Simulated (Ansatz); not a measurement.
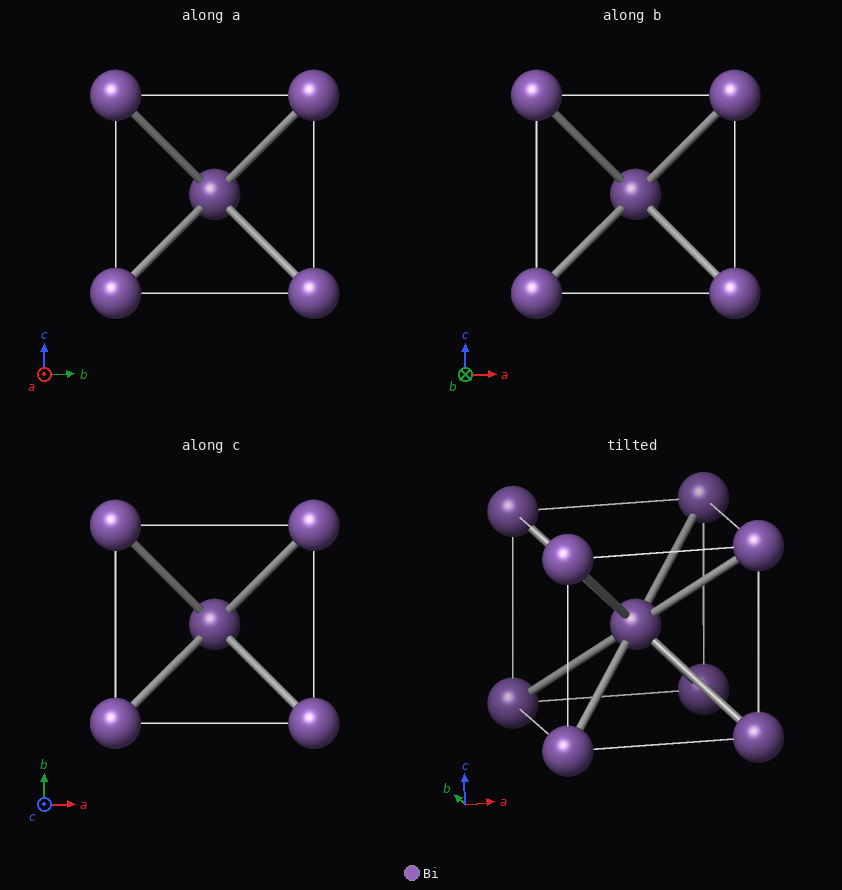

An orthographic ball-and-stick view of the structure, along the a axis, along the b axis, along the c axis and slightly off an axis. The outline marks the drawn cell (a repeat of the simulation cell).

Lattice parameters: a = 3.9683 Å, b = 3.9623 Å, c = 3.9623 Å, α = 89.987°, β = 90.000°, γ = 90.000°.

From the views, write a CIF in P1 with every atom of the cell.

```cif
data_structure
_symmetry_space_group_name_H-M 'P 1'
_symmetry_Int_Tables_number 1
_cell_length_a 3.9683
_cell_length_b 3.9623
_cell_length_c 3.9623
_cell_angle_alpha 89.987
_cell_angle_beta 90.000
_cell_angle_gamma 90.000
_cell_volume 62.30
loop_
_atom_site_label
_atom_site_type_symbol
_atom_site_fract_x
_atom_site_fract_y
_atom_site_fract_z
_atom_site_occupancy
Bi1 Bi 0.0000 0.0000 0.0000 1
Bi2 Bi 0.5000 0.5000 0.5000 1
```

The initial geometry was a structure type filled with this element by a generator (whether the element takes this form wasn't checked). This is the structure after a relaxation with DFT r2SCAN, scalar-relativistic, plane waves, PAW (Ansatz).
